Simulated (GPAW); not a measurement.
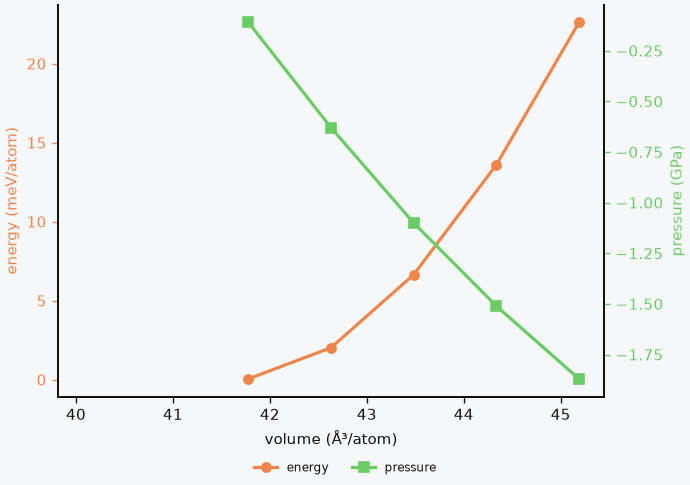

The picture above shows the energy and pressure against volume for I, space group Cmce (No. 64).

Cell as given: a = 4.353 Å, b = 4.353 Å, c = 9.793 Å, α = 90.00°, β = 90.00°, γ = 66.76°; 4 atoms.

Computed with GPAW 26.7.0: PAW DFT in plane waves, on a grid or in atomic orbitals, no spin polarisation; energies at scaled volumes of the given cell, shape and fractions fixed, counted from the fit's minimum, third-order Birch-Murnaghan fit. Level: LDA.

| setting | value |
| --- | --- |
| k mesh | 6×6×3 |
| occupations | Fermi–Dirac |
| smearing width | 0.05 eV |
| potentials | GPAW PAW data sets (gpaw data 1.2.1) |
| wave cutoff | 600 eV |
| program settings | basis pw |

The points at volume 40.07 Å³/atom and 40.93 Å³/atom are left out of the plot. What values does the calculation give there?

```tsv
volume (Å³/atom)	energy (meV/atom)	pressure (GPa)
40.07	5.47	1.17
40.93	1.06	0.49
```

Limits of the calculation: shape and atomic fractions are frozen while scaling, which makes layered, chain and framework solids too stiff.
